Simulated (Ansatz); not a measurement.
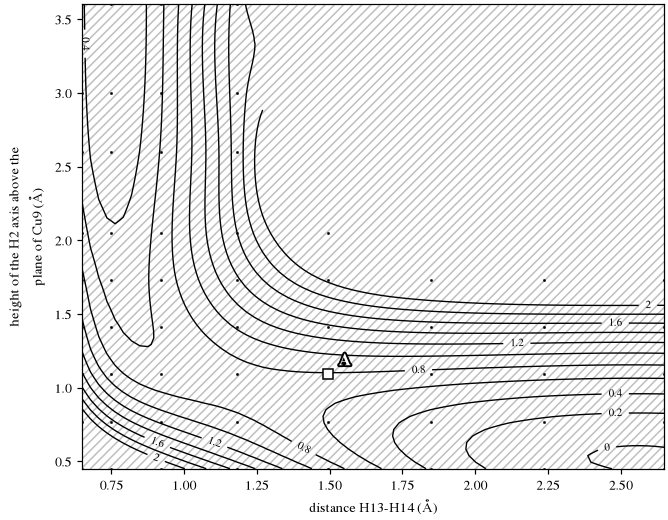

H₂ on a Cu(100) slab cut from the Fm-3m phase, its upper half relaxed before the scan (12 atoms of substrate and one adsorbate in a 2 × 2 cell). H2 lies flat over one site of a rigid substrate while its bond length and height are varied; it sits over a bridge site, heights counted from the top plane, its axis along the first surface vector. The first coordinate is: distance H13-H14; the second: height of the H2 axis above the plane of Cu9. The scan uses an 8 × 9 grid. At 15 points there is no value (left out: too close to the surface, or the stretched molecule far from it). Points are written as (first, second). All energies are given in eV relative to the lowest grid point. These are results of DFT PBE, scalar-relativistic, plane waves, PAW (Ansatz 0.2.0), not measurements. Settings: cutoff 420 eV, k-mesh 5×5×1, gaussian smearing 0.1 eV, no spin polarisation.

In the figure: contour lines labelled in eV (none above 2), dots at the grid points, hatched blanks where no value was computed, the point A. Between grid points the surface is interpolated.

> Which way does the force act at A, and how strong is it?

A, at (1.495 Å, 1.09 Å), is not a stationary point. The computed force is nearly zero along distance H13-H14 and 1.4 eV for each Å towards smaller values of the second coordinate.
